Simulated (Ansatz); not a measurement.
**Si: density, localisation and related maps**

The calculation's input:

```
crystal:
  lattice:
    - [-1.6192437695, 1.7544823499, 3.0912011677]
    - [1.6192437695, -1.7544823499, 3.0912011677]
    - [1.6192437695, 1.7544823499, -3.0912011677]
  atoms:
    - { symbol: Si, position: [0.3084517017, 0.8084517017, 0.5] }
    - { symbol: Si, position: [0.6915482983, 0.1915482983, 0.5] }
basis:
  ecutwfc: 420
kpoints:
  mp_grid: { grid: [24, 24, 24] }
hamiltonian:
  xc: pbe
scf:
  occupations: { method: gaussian, width: 0.1 }
output:
  forces: true
  stress: true
  eigenvalues: true
  write_density: true
  write_potential: true
  elf: true
  volumetric_format: npy
relax:
  adjacent_minimum: "off"
  f_tol: 0.01
  max_steps: 80
  cell: { stress_tol: 0.05 }
```

Command:

```sh
ansatz run input.yaml --threads 1 --pin off --max-ram 2560MiB --backend cpu --events-out ev --progress --plain --runs-dir out
```

Below, planes, directions and counts refer to the conventional cell (a = 3.28 Å, b = 3.47 Å, c = 6.19 Å, α = 90.00°, β = 90.00°, γ = 90.00°).

The fields are those of the run's last geometry, not of the input's.

Space group Immm; a structure generated by program, which may or may not match a known phase.

These are results of DFT PBE, scalar-relativistic, plane waves, PAW in Ansatz, not measurements.

In a PAW calculation such maps are meaningful between the atoms, not at the nuclei.

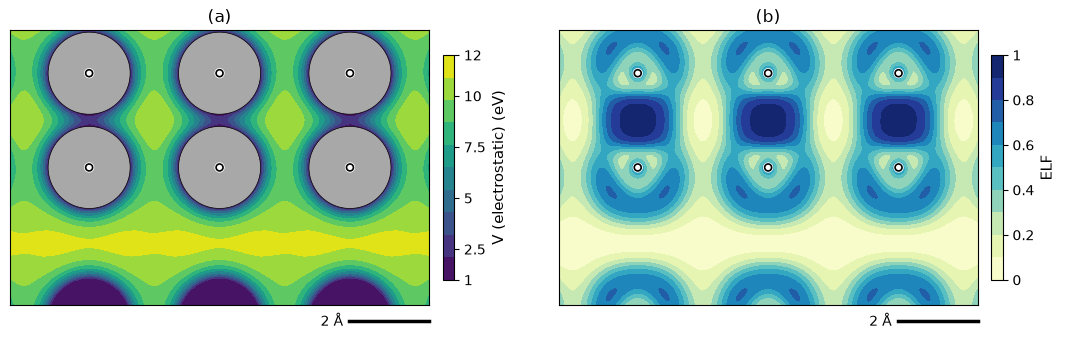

Figure 1. (a) electrostatic potential (local pseudopotential plus Hartree) felt by an electron; (b) ELF on the (010) plane of the conventional cell. Circles mark the nuclei in the plane (Si). Grey discs cover the atomic cores in the potential map.

Q: Read the bonding off the picture.

A:
- Atoms in the plane: Si.
- Si–Si (2.37 Å): the ELF peaks at about 0.95 between the atoms.
- Outside the cores the potential energy rises away from the atoms and is highest about 2.1 Å from the nearest atoms; its zero is arbitrary.

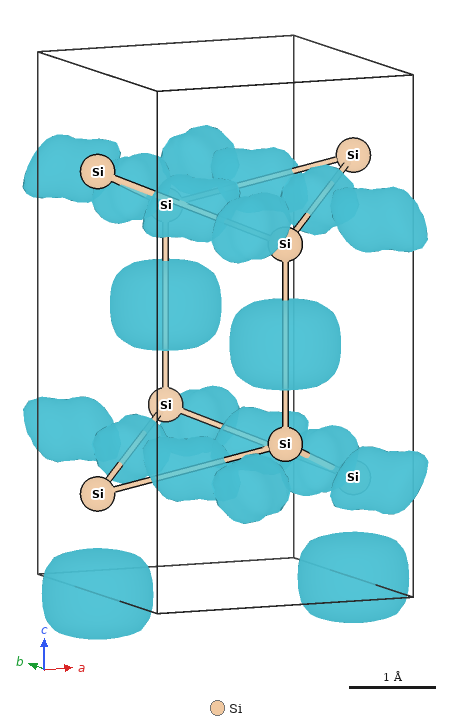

Figure 2. Isosurface of the electron localisation function at 0.8 (cyan), seen slightly off an axis. Core shells and regions of very low density are left out. Sticks mark near contacts.

Q: What do the ELF domains correspond to?

A: The ELF exceeds this value in ten regions between bonded Si–Si atoms, counted in one cell of 4 atoms. Any copies at cell faces, edges or corners count once. Along the contacts the grid gives the following. Si–Si (2.50 Å): the ELF peaks at about 0.85 between the atoms.

Q: Does the calculation make it a metal, or give it a gap?

A: It is metallic or semimetallic at this level of theory: no gap opens.
